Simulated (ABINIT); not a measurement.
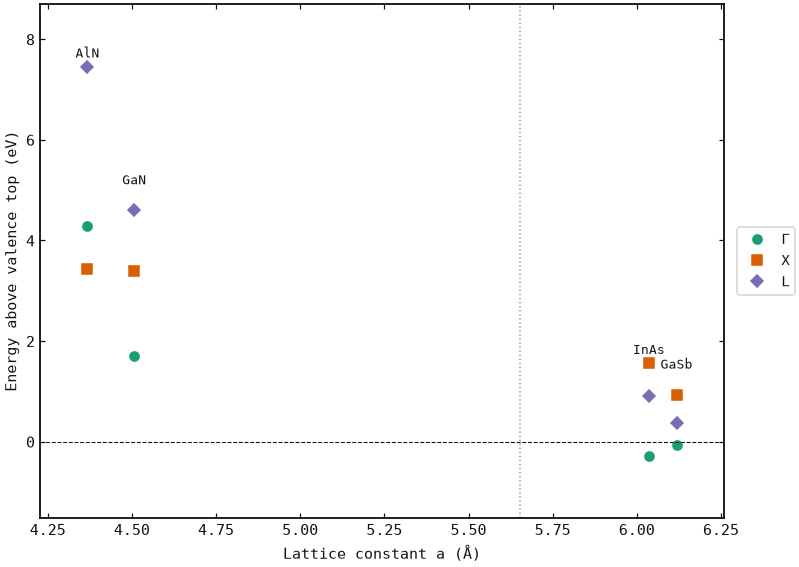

Lowest conduction level at each named k point, counted from the valence-band top at Γ, for five zincblende crystals against the lattice constant, each in its database cell. A negative value at Γ means that the s-like level, then filled, lies under the p-like triplet: the bands are inverted and there is no gap. All by ABINIT with BP86, without spin-orbit coupling, no moments; potentials: PseudoDojo NC SR PBE v0.4.1 standard (AlN); JTH PAW PBE v2.0 (GaN, GaAs, InAs and GaSb).

| compound | a (Å) | k mesh | Γ (eV) | X (eV) | L (eV) |
| --- | --- | --- | --- | --- | --- |
| AlN | 4.368 | 10×10×10 | 4.29 | 3.44 | 7.46 |
| GaN | 4.507 | 10×10×10 | 1.71 | 3.40 | 4.60 |
| InAs | 6.036 | 8×8×8 | −0.28 | 1.56 | 0.91 |
| GaSb | 6.118 | 8×8×8 | −0.07 | 0.94 | 0.38 |

Q: GaAs (a = 5.654 Å, dotted line) is left out. Estimate its value at Γ.

A: A straight line through the other values at Γ gives 0.62 eV. The run gives 0.42 eV at Γ, 1.50 eV at X and 0.97 eV at L, so the line misses by 0.20 eV: a straight line in the lattice constant doesn't capture this level.

Q: With the valence top at Γ, which of these have their lowest conduction level there too?

A: GaN and GaAs (direct among these points); AlN has it at X. InAs and GaSb are inverted, with no gap.

Spin-orbit coupling is left out, which matters for Sb, In and As. GaN, GaAs, InAs and GaSb: the PAW data sets were made with another functional. LDA, GGA and most meta-GGA functionals understate gaps. AlN: the potentials were made for another functional. The usual form of AlN is wurtzite. The usual form of GaN is wurtzite. Measured InAs has a positive gap at its own volume; this functional understates it. Measured GaSb has a positive gap at its own volume; this functional understates it. The cells are as the databases list them, so they lie at different pressures for this functional.
